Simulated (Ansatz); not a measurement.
SiC

Input file:

```
crystal:
  lattice:
    - [1.4657416605, 0.8462463422, 5.3212273465]
    - [-1.4657416605, 0.8462463422, 5.3212273465]
    - [0.0, -1.6924926845, 5.3212273465]
  atoms:
    - { symbol: C, position: [0.4503465656, 0.4503465656, 0.4503465656] }
    - { symbol: Si, position: [0.9261347269, 0.9261347269, 0.9261347269] }
    - { symbol: Si, position: [0.0738652731, 0.0738652731, 0.0738652731] }
    - { symbol: C, position: [0.5496534344, 0.5496534344, 0.5496534344] }
kpoints:
  mp_grid: { grid: [6, 6, 6] }
  band_path:
    path:
      - [0.0, 0.0, 0.0]
      - [0.5, 0.5, 0.5]
      - [0.8146824084, 0.1853175916, 0.5]
      - [0.5, -0.1853175916, 0.1853175916]
      - [0.5, 0.0, 0.0]
      - [0.3426587958, -0.3426587958, 0.0]
      - [0.6573412042, 0.0, 0.3426587958]
      - [0.5, 0.0, 0.5]
    npoints: 1
hamiltonian:
  xc: hse06
scf:
  occupations: { method: fermi_dirac, width: 0.02 }
  n_extra_bands: 5
output:
  forces: true
  stress: true
  eigenvalues: true
  write_density: true
  write_potential: true
  elf: true
  volumetric_format: npy
```

Launched as:

```sh
ansatz run input.yaml --threads 4 --pin off --max-ram 3686MiB --backend cpu --events-out ev --progress --plain --runs-dir out
```

Below, planes, directions and counts refer to the conventional cell (a = 2.93 Å, b = 2.93 Å, c = 15.96 Å, α = 90.00°, β = 90.00°, γ = 120.00°).

Space group R-3m; started from the ordered alloy on diamond lattice prototype, which need not be the ambient phase; changed on purpose from its base cell (biaxial xy strain -4.9%); computed pressure about 24 GPa in this cell.

All numbers below come from DFT, HSE06, plane waves, PAW in Ansatz 0.2.0.

### What will maps of the valence pseudo-density and electron localisation function show?

C–C (1.59 Å): the density is about 1.4 e/Å³ at the midpoint; the ELF peaks at about 0.90 between the atoms, as expected for localised, covalent bonding.

### Does the calculation make it a metal, or give it a gap?

It is gapped, with a Kohn–Sham gap of 0.40 eV on the k-point mesh (the band edges may lie off the mesh, which would make the gap smaller).

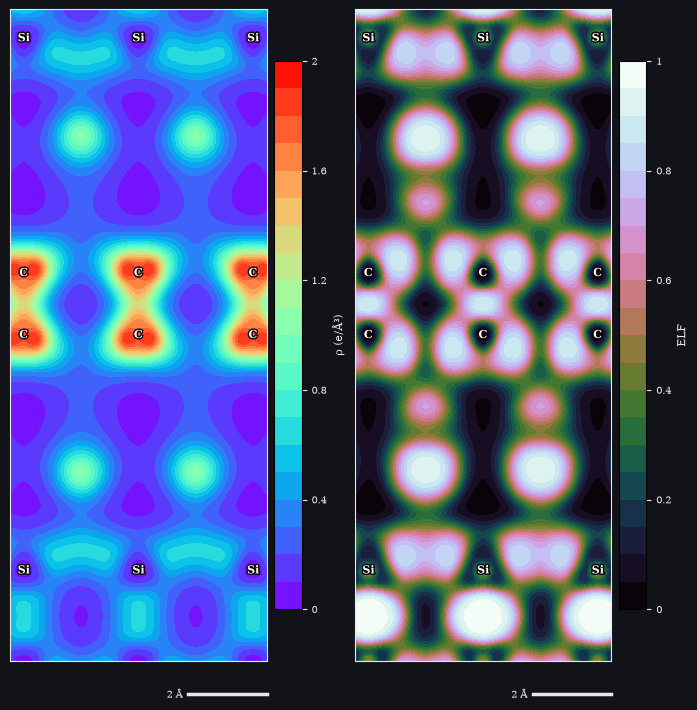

Computed valence pseudo-density and electron localisation function on the (100) plane of the conventional cell, in this order. Atoms just off the plane (C, 0.8 Å away and Si, 0.8 Å away) can leave unmarked features too.

The density is the valence pseudo-density of a PAW calculation; it isn't the true density close to the nuclei.
